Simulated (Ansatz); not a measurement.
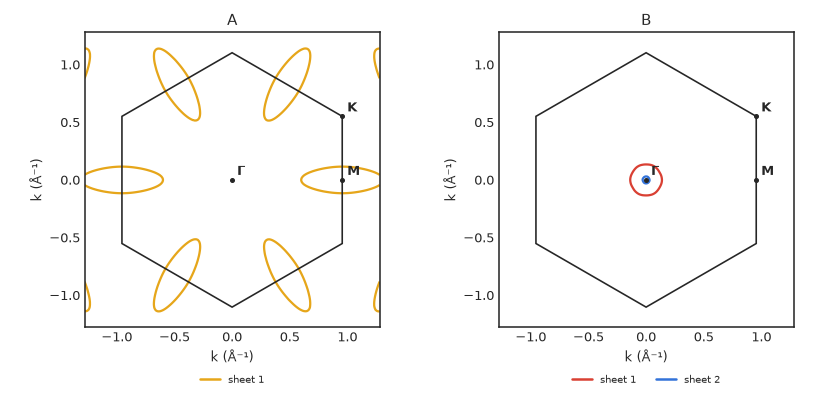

Constant-energy contours of one free-standing ZrSe2 layer cut from the bulk crystal (space group of the slab cell P-3m1) near its two band edges (0.30 eV into the valence band, 0.20 eV into the conduction band), in unknown order.

These are results of DFT PBE, spin-orbit coupling, plane waves, PAW; levels and slopes on a k mesh at the converged density in Ansatz 0.2.0, not measurements. Non-magnetic. With an inversion centre and no moment every band is doubly degenerate; a pair is shown and named once. The levels come from a k mesh of 30×30×1 points. Unrelaxed database geometry (largest force 0.3 eV/Å).

Masses come from a second pass at points close to the extrema; at the energies drawn a band may no longer be parabolic.

Which panel shows the holes and which the electrons?

B shows the valence band (holes), A the conduction band (electrons).

Describe the extrema and the gap.

Valence band (extrema up to 0.30 eV from the edge): one maximum at Γ, mass 0.16 mₑ in all directions. Band pair 43/44 forms the valence edge; band pair 41/42 begins 0.28 eV lower (at Γ).
Conduction band (extrema up to 0.20 eV from the edge): three equivalent minima at M, principal masses 0.21 and 2.02 mₑ. Band pair 45/46 forms the conduction edge.
The gap is indirect, 0.44 eV at this level of theory, which underestimates gaps and can reorder valleys that lie close.
